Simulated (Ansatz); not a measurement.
The coordinates of a crystal:

```
Ti Al
1.0
     6.46356    0.00000    0.00000
     0.00000    6.46356    0.00000
     0.00000    0.00000    6.46356
Ti Al
12 4
Direct
  0.25000 0.25000 0.75000
  0.25000 0.75000 0.75000
  0.00000 0.00000 0.00000
  0.25000 0.75000 0.25000
  0.25000 0.25000 0.25000
  0.00000 0.50000 0.50000
  0.75000 0.25000 0.25000
  0.75000 0.75000 0.25000
  0.50000 0.00000 0.50000
  0.75000 0.75000 0.75000
  0.75000 0.25000 0.75000
  0.50000 0.50000 0.00000
  0.50000 0.00000 0.00000
  0.50000 0.50000 0.50000
  0.00000 0.00000 0.50000
  0.00000 0.50000 0.00000
```

What does this file describe?

It has the composition Ti3Al. The symmetry is that of Fm-3m (No. 225), on a face-centred cubic lattice. The prototype is D0₃ (BiF₃ or Fe₃Al type). In the cell are 12 Ti, 4 Al, which makes 4 formula units. Al is surrounded by eight Ti in a cubic arrangement at 2.80 Å. Ti takes two kinds of site: 8c with four Ti and four Al in a cubic arrangement (2.80 Å to Ti, 2.80 Å to Al); 4a with eight Ti in a cubic arrangement at 2.80 Å. Not all metal-metal contacts are counted. The bonds build a three-dimensional framework.

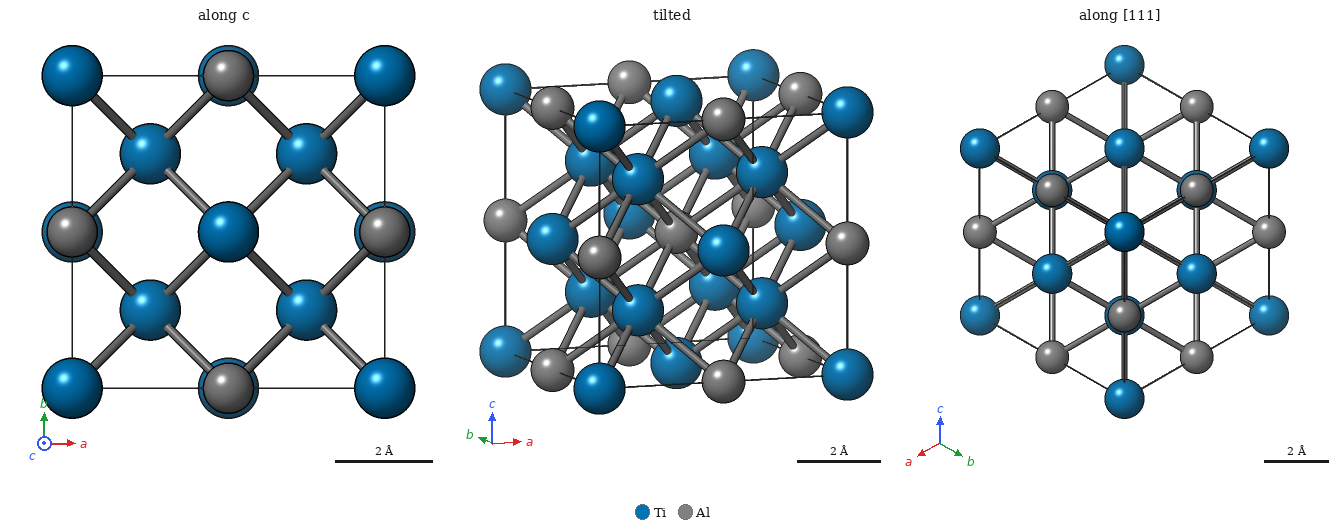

View along the c axis, slightly off an axis and along [111], drawn as a ball-and-stick model. Atoms at the boundary of the conventional unit cell (the box) are drawn once for each face, edge or corner they touch.

Origin of the cell: a structure listed in the Materials Project. Earlier steps of the study may have refined or changed the cell and positions. A calculation with Ansatz used it as input.
